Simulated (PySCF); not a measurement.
## Geometry relaxation of CHF₃

CHF₃, SMILES FC(F)F, computed with HF/3-21G, RHF (PySCF 2.14.0).

The geometry comes from this level: GFN2-xTB symmetrised. Figures and captions count atoms from 1; the log counts them from 0 in places.

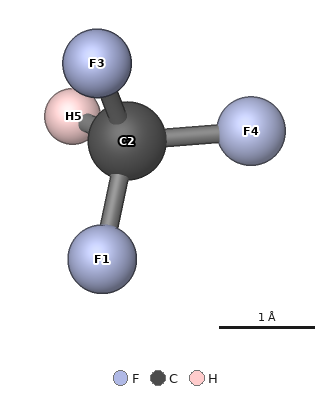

The starting structure (ball-and-stick view, seen at a tilt; atoms are numbered from 1 in the order of the input).

The input (input.py):
```python
from pyscf import gto, scf, symm
from pyscf.hessian import thermo
from pyscf.geomopt.geometric_solver import kernel as optimise

mol = gto.M(
    atom='''
F     -0.568495    -0.045769     1.109836
C      0.117666     0.340651     0.040873
F      1.141591    -0.488607    -0.122686
F     -0.672731     0.245921    -1.021751
H      0.476286     1.377531     0.166023
''',
    basis='3-21g',
    max_memory=1860,
    charge=0,
    verbose=3,
)

calc0 = scf.RHF(mol)
calc0.conv_tol = 1e-10
converged, mol_eq = optimise(calc0, maxsteps=80)
print('converged:', converged)
print(mol_eq.tostring())

calc0.reset(mol_eq)
mol = mol_eq
calc0.kernel()
etot = calc0.e_tot
print('E = %.10f Eh' % etot)
hess = calc0.Hessian().kernel()
modes = thermo.harmonic_analysis(mol, hess)
thermo.dump_normal_mode(mol, modes)
symm.geom.TOLERANCE = 1e-3  # for the symmetry number
th = thermo.thermo(calc0, modes['freq_au'], 298.15, 101325)
thermo.dump_thermo(mol, th)
```

Machine: 1 thread of Arm Neoverse V1, 24 GiB of memory available, shared host.

Launch command:
```bash
OMP_NUM_THREADS=1 python input.py
```

What the program printed:
```
#|     Arguments passed to driver run_optimizer():      |#
customengine              <pyscf.geomopt.geometric_solver.PySCFEngine object>
maxiter                   80
----------------------------------------------------------
Custom engine selected.
Bonds will be generated from interatomic distances less than 1.20 times sum of covalent radii
15 internal coordinates being used (instead of 15 Cartesians)
Internal coordinate system (atoms numbered from 1):
Distance 1-2
Distance 2-3
Distance 2-4
Distance 2-5
Angle 1-2-3
Angle 1-2-4
Angle 1-2-5
Angle 3-2-4
Angle 3-2-5
Angle 4-2-5
Translation-X 1-5
Translation-Y 1-5
Translation-Z 1-5
Rotation-A 1-5
Rotation-B 1-5
Rotation-C 1-5
<class 'geometric.internal.Distance'> : 4
<class 'geometric.internal.Angle'> : 6
<class 'geometric.internal.TranslationX'> : 1
<class 'geometric.internal.TranslationY'> : 1
<class 'geometric.internal.TranslationZ'> : 1
<class 'geometric.internal.RotationA'> : 1
<class 'geometric.internal.RotationB'> : 1
<class 'geometric.internal.RotationC'> : 1
> ===== Optimization Info: ====
> Job type: Energy minimization
> Maximum number of optimization cycles: 80
> Initial / maximum trust radius (Angstrom): 0.100 / 0.300
> Convergence Criteria:
> Will converge when all 5 criteria are reached:
>  |Delta-E| < 1.00e-06
>  RMS-Grad  < 3.00e-04
>  Max-Grad  < 4.50e-04
>  RMS-Disp  < 1.20e-03
>  Max-Disp  < 1.80e-03
> === End Optimization Info ===

Geometry optimization cycle 1
Cartesian coordinates (Angstrom)
 Atom        New coordinates             dX        dY        dZ
   F  -0.568495  -0.045769   1.109836    0.000000  0.000000  0.000000
   C   0.117666   0.340651   0.040873    0.000000  0.000000  0.000000
   F   1.141591  -0.488607  -0.122686    0.000000  0.000000  0.000000
   F  -0.672731   0.245921  -1.021751    0.000000  0.000000  0.000000
   H   0.476286   1.377531   0.166023    0.000000  0.000000  0.000000

WARN: Mole.unit (angstrom) is changed to Bohr

converged SCF energy = -334.949832997702
--------------- RHF_Scanner gradients ---------------
         x                y                z
0 F     0.0099463589     0.0050720131    -0.0158893454
1 C    -0.0142849900    -0.0411568624    -0.0050386405
2 F    -0.0153669017     0.0116114639     0.0023577347
3 F     0.0113976276     0.0006539865     0.0155806469
4 H     0.0083079051     0.0238193989     0.0029896044
----------------------------------------------
cycle 1: E = -334.949832998  dE = -334.95  norm(grad) = 0.0607898
Step    0 : Gradient = 2.719e-02/4.386e-02 (rms/max) Energy = -334.9498329977
Hessian Eigenvalues: 5.00000e-02 5.00000e-02 5.00000e-02 ... 6.00447e-01 6.00472e-01 6.00493e-01

Geometry optimization cycle 2
Cartesian coordinates (Angstrom)
 Atom        New coordinates             dX        dY        dZ
   F  -0.573790  -0.038041   1.126872   -0.005295  0.007728  0.017036
   C   0.120613   0.348733   0.042095    0.002947  0.008082  0.001222
   F   1.160966  -0.487203  -0.123423    0.019375  0.001404 -0.000737
   F  -0.679176   0.258404  -1.035173   -0.006445  0.012483 -0.013422
   H   0.465704   1.347833   0.161924   -0.010582 -0.029698 -0.004099
converged SCF energy = -334.951679974014
--------------- RHF_Scanner gradients ---------------
         x                y                z
0 F     0.0002841834     0.0017298178     0.0007575183
1 C    -0.0011283142    -0.0033061736    -0.0003709221
2 F     0.0011734740     0.0015065856     0.0001107509
3 F     0.0003398155     0.0019044666    -0.0002185578
4 H    -0.0006691588    -0.0018346964    -0.0002787893
----------------------------------------------
cycle 2: E = -334.951679974  dE = -0.00184698  norm(grad) = 0.00522774
Step    1 : Displace = 2.107e-02/3.179e-02 (rms/max) Trust = 1.000e-01 (=) Grad = 2.338e-03/3.513e-03 (rms/max) E (change) = -334.9516799740 (-1.847e-03) Quality = 0.963
Hessian Eigenvalues: 5.00000e-02 5.00000e-02 5.00000e-02 ... 5.90132e-01 6.00480e-01 6.00536e-01

Geometry optimization cycle 3
Cartesian coordinates (Angstrom)
 Atom        New coordinates             dX        dY        dZ
   F  -0.573625  -0.043582   1.122260    0.000165 -0.005542 -0.004611
   C   0.123120   0.356242   0.042852    0.002507  0.007509  0.000757
   F   1.154940  -0.491166  -0.123556   -0.006026 -0.003964 -0.000133
   F  -0.678953   0.251704  -1.032439    0.000224 -0.006700  0.002734
   H   0.468835   1.356530   0.163177    0.003131  0.008697  0.001253
converged SCF energy = -334.9517013668
--------------- RHF_Scanner gradients ---------------
         x                y                z
0 F    -0.0002198138    -0.0013386898    -0.0005879287
1 C     0.0015048126     0.0044060291     0.0005012636
2 F    -0.0009101948    -0.0011629401    -0.0000858807
3 F    -0.0002350809    -0.0014546290     0.0002008330
4 H    -0.0001397230    -0.0004497702    -0.0000282872
----------------------------------------------
cycle 3: E = -334.951701367  dE = -2.13928e-05  norm(grad) = 0.00536072
Step    2 : Displace = 7.832e-03/9.328e-03 (rms/max) Trust = 1.414e-01 (+) Grad = 2.397e-03/4.683e-03 (rms/max) E (change) = -334.9517013668 (-2.139e-05) Quality = 0.263
Hessian Eigenvalues: 5.00000e-02 5.00000e-02 5.00000e-02 ... 5.93421e-01 6.00481e-01 6.00671e-01

Geometry optimization cycle 4
Cartesian coordinates (Angstrom)
 Atom        New coordinates             dX        dY        dZ
   F  -0.573819  -0.041463   1.124260   -0.000194  0.002119  0.002000
   C   0.121896   0.352616   0.042463   -0.001224 -0.003626 -0.000389
   F   1.157492  -0.489754  -0.123544    0.002552  0.001413  0.000012
   F  -0.679204   0.254280  -1.033721   -0.000251  0.002576 -0.001282
   H   0.467952   1.354048   0.162837   -0.000883 -0.002482 -0.000340
converged SCF energy = -334.951728088554
--------------- RHF_Scanner gradients ---------------
         x                y                z
0 F    -0.0000265894    -0.0000129027     0.0000478416
1 C    -0.0000761323    -0.0002109251    -0.0000300921
2 F     0.0000466169    -0.0000324887    -0.0000045616
3 F    -0.0000365596    -0.0000031113    -0.0000493120
4 H     0.0000926643     0.0002594278     0.0000361241
----------------------------------------------
cycle 4: E = -334.951728089  dE = -2.67218e-05  norm(grad) = 0.000372257
Step    3 : Displace = 3.073e-03/3.847e-03 (rms/max) Trust = 1.414e-01 (=) Grad = 1.665e-04/2.778e-04 (rms/max) E (change) = -334.9517280886 (-2.672e-05) Quality = 0.989
Hessian Eigenvalues: 5.00000e-02 5.00000e-02 5.00000e-02 ... 5.96365e-01 6.00481e-01 6.00802e-01

Geometry optimization cycle 5
Cartesian coordinates (Angstrom)
 Atom        New coordinates             dX        dY        dZ
   F  -0.573776  -0.041385   1.124227    0.000042  0.000079 -0.000034
   C   0.121928   0.352685   0.042485    0.000032  0.000069  0.000021
   F   1.157475  -0.489657  -0.123536   -0.000017  0.000097  0.000008
   F  -0.679135   0.254364  -1.033658    0.000068  0.000084  0.000064
   H   0.467826   1.353719   0.162777   -0.000126 -0.000329 -0.000060
converged SCF energy = -334.951728184029
--------------- RHF_Scanner gradients ---------------
         x                y                z
0 F     0.0000026704     0.0000058401    -0.0000059307
1 C     0.0000147001     0.0000398689     0.0000065079
2 F    -0.0000044652     0.0000080095    -0.0000011451
3 F     0.0000091181     0.0000051858     0.0000104099
4 H    -0.0000220234    -0.0000589043    -0.0000098419
----------------------------------------------
cycle 5: E = -334.951728184  dE = -9.54755e-08  norm(grad) = 7.92451e-05
```

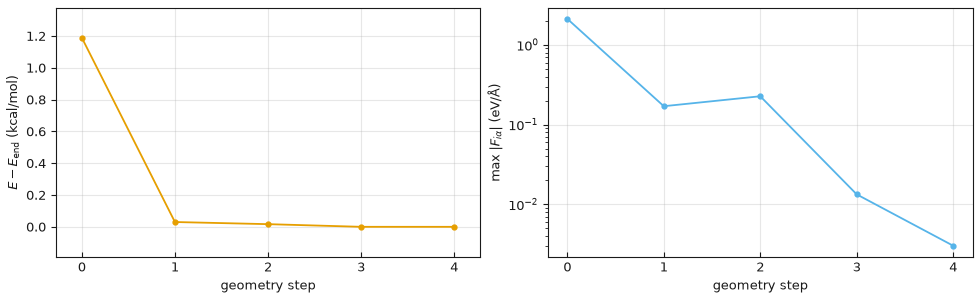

Progress of the relaxation, step by step (steps are counted from 0).

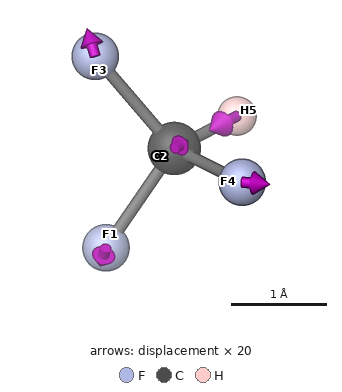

The starting structure with the displacements as pink arrows, magnified 20 times (ball-and-stick view, seen at a tilt). The two geometries are laid on each other by the best rigid fit. The energy falls by 1.19 kcal/mol in 4 geometry steps. The largest force component goes from 2.1 to 0.003 eV/Å. The atom that moves furthest after the best rigid fit is H5 (0.025 Å). By element the largest moves are H 0.025 Å, F 0.016 Å, C 0.013 Å. Among the contacts that change: C2–H5 1.104 → 1.066 Å, C2–F3 1.328 → 1.345 Å. (Atoms are counted from 1 in the order of the input.)

```
Step    4 : Displace = 1.835e-04/3.569e-04 (rms/max) Trust = 2.000e-01 (+) Grad = 3.544e-05/6.365e-05 (rms/max) E (change) = -334.9517281840 (-9.548e-08) Quality = 0.775
Hessian Eigenvalues: 5.00000e-02 5.00000e-02 5.00000e-02 ... 5.96365e-01 6.00481e-01 6.00802e-01
Converged! =D

converged: True
F          -0.57377646       -0.04138454        1.12422650
C           0.12192797        0.35268517        0.04248453
F           1.15747493       -0.48965711       -0.12353572
F          -0.67913519        0.25436406       -1.03365757
H           0.46782575        1.35371941        0.16277726
converged SCF energy = -334.951728184028
E = -334.9517281840 Eh
Mode                                 0                   1                   2
Irrep
Freq [cm^-1]                      523.2591            523.2626            715.5147
Reduced mass [au]                  13.8011             13.8010             13.4731
Force const [Dyne/A]                2.2264              2.2264              4.0640
Char temp [K]                     752.8533            752.8584           1029.4663
Normal mode                   x     y     z       x     y     z       x     y     z
       0   F                -0.13  0.05 -0.01   -0.02  0.00 -0.11    0.04 -0.03 -0.11
       1   C                 0.04 -0.02  0.06    0.06 -0.01 -0.04    0.04  0.12  0.01
       2   F                 0.05  0.01 -0.12    0.09 -0.02  0.07   -0.12  0.01  0.01
       3   F                 0.04 -0.04  0.09   -0.12  0.03  0.08    0.05 -0.06  0.09
       4   H                 0.07 -0.04  0.11    0.11 -0.03 -0.08    0.04  0.12  0.01
Mode                                 3                   4                   5
Irrep
Freq [cm^-1]                     1217.6935           1330.8883           1330.8978
Reduced mass [au]                   8.4228              3.5382              3.5382
Force const [Dyne/A]                7.3584              3.6925              3.6925
Char temp [K]                    1751.9898           1914.8520           1914.8656
Normal mode                   x     y     z       x     y     z       x     y     z
       0   F                 0.04  0.04 -0.05   -0.05 -0.04  0.07   -0.02 -0.02  0.04
       1   C                -0.07 -0.20 -0.02    0.15 -0.04 -0.11   -0.10  0.05 -0.15
       2   F                -0.05  0.07  0.01   -0.06  0.07  0.01    0.04 -0.04 -0.00
       3   F                 0.05  0.03  0.06   -0.00  0.00  0.00    0.06  0.02  0.08
       4   H                -0.07 -0.21 -0.03    0.37 -0.10 -0.28   -0.25  0.13 -0.38
Mode                                 6                   7                   8
Irrep
Freq [cm^-1]                     1589.5088           1589.5100           3424.3801
Reduced mass [au]                   1.4013              1.4013              1.0914
Force const [Dyne/A]                2.0860              2.0860              7.5407
Char temp [K]                    2286.9492           2286.9510           4926.9205
Normal mode                   x     y     z       x     y     z       x     y     z
       0   F                -0.01  0.01  0.02    0.01  0.00  0.02   -0.00 -0.00  0.00
       1   C                 0.12 -0.03 -0.09   -0.08  0.04 -0.13    0.03  0.08  0.01
       2   F                -0.02 -0.00  0.01    0.01  0.00  0.01    0.00 -0.00 -0.00
       3   F                -0.01  0.00  0.01    0.01 -0.02  0.02   -0.00 -0.00 -0.00
       4   H                -0.67  0.17  0.46    0.41 -0.23  0.68   -0.31 -0.90 -0.11
temperature 298.1500 [K]
pressure 101325.00 [Pa]
Rotational constants [GHz] 10.20865 10.20849 5.59429
Symmetry number 3
Zero-point energy (ZPE) 0.02790 [Eh]   73240.855 [J/mol]
                           tot       elec      trans        rot        vib
Entropy [J/mol/K]       258.964      0.000    161.734     90.554      6.676
Cv [J/mol/K]             40.704      0.000     12.472     12.472     15.760
Cp [J/mol/K]             49.018      0.000     20.786     12.472     15.760
Internal energy [J/mol]                      3718.434   3718.434  74720.590
Internal energy [Eh]   -334.92044  -334.95173
Enthalpy [J/mol]                             6197.391   3718.434  74720.590
Enthalpy [Eh]          -334.91949
Gibbs free energy [J/mol]                  -42023.681 -23280.161  72730.101
Gibbs free energy [Eh] -334.94890
```

Trajectory as extended XYZ (Å, eV, eV/Å), 5 frames, from step=0 to step=4:
```
5
Properties=species:S:1:pos:R:3:forces:R:3 step=0 energy=-9114.44928
F    -0.5685   -0.0458    1.1098   -0.5115  -0.2608   0.8171
C     0.1177    0.3407    0.0409    0.7346   2.1164   0.2591
F     1.1416   -0.4886   -0.1227    0.7902  -0.5971  -0.1212
F    -0.6727    0.2459   -1.0218   -0.5861  -0.0336  -0.8012
H     0.4763    1.3775    0.1660   -0.4272  -1.2248  -0.1537
5
Properties=species:S:1:pos:R:3:forces:R:3 step=1 energy=-9114.49954
F    -0.5738   -0.0380    1.1269   -0.0146  -0.0890  -0.0390
C     0.1206    0.3487    0.0421    0.0580   0.1700   0.0191
F     1.1610   -0.4872   -0.1234   -0.0603  -0.0775  -0.0057
F    -0.6792    0.2584   -1.0352   -0.0175  -0.0979   0.0112
H     0.4657    1.3478    0.1619    0.0344   0.0943   0.0143
5
Properties=species:S:1:pos:R:3:forces:R:3 step=2 energy=-9114.50012
F    -0.5736   -0.0436    1.1223    0.0113   0.0688   0.0302
C     0.1231    0.3562    0.0429   -0.0774  -0.2266  -0.0258
F     1.1549   -0.4912   -0.1236    0.0468   0.0598   0.0044
F    -0.6790    0.2517   -1.0324    0.0121   0.0748  -0.0103
H     0.4688    1.3565    0.1632    0.0072   0.0231   0.0015
5
Properties=species:S:1:pos:R:3:forces:R:3 step=3 energy=-9114.50085
F    -0.5738   -0.0415    1.1243    0.0014   0.0007  -0.0025
C     0.1219    0.3526    0.0425    0.0039   0.0108   0.0015
F     1.1575   -0.4898   -0.1235   -0.0024   0.0017   0.0002
F    -0.6792    0.2543   -1.0337    0.0019   0.0002   0.0025
H     0.4680    1.3540    0.1628   -0.0048  -0.0133  -0.0019
5
Properties=species:S:1:pos:R:3:forces:R:3 step=4 energy=-9114.50085
F    -0.5738   -0.0414    1.1242   -0.0001  -0.0003   0.0003
C     0.1219    0.3527    0.0425   -0.0008  -0.0021  -0.0003
F     1.1575   -0.4897   -0.1235    0.0002  -0.0004   0.0001
F    -0.6791    0.2544   -1.0337   -0.0005  -0.0003  -0.0005
H     0.4678    1.3537    0.1628    0.0011   0.0030   0.0005
```

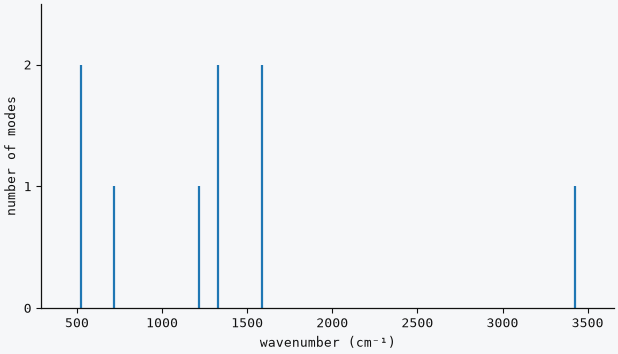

Harmonic vibrational wavenumbers from the force constants; neighbouring modes closer than 13 cm⁻¹ are counted in one stick. 9 modes from 523 to 3424 cm⁻¹, none imaginary.

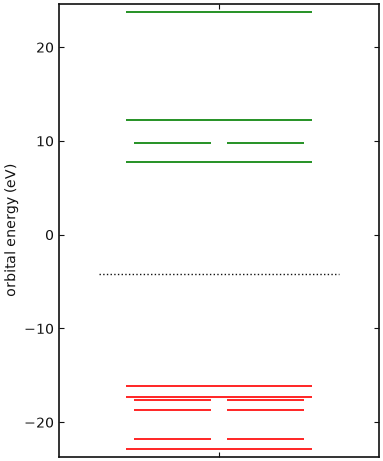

Orbital energies near the frontier; the dotted line parts filled from empty levels, and levels within 0.02 eV of each other stand side by side. Highest filled −16.08 eV, lowest empty 7.74 eV, 23.82 eV apart.

Key numbers:

| quantity | value |
| --- | --- |
| outcome | converged |
| total energy | −334.951728 hartree |
| basis functions | 38 |
| HOMO | −16.08 eV |
| LUMO | 7.74 eV |
| zero-point energy | 0.027896 hartree |
| dipole moment | 2.12 D |
| wavenumbers, lowest and highest | 523 and 3424 cm⁻¹ |
| wall time | 3.9 s |
| peak memory | 0.14 GiB |
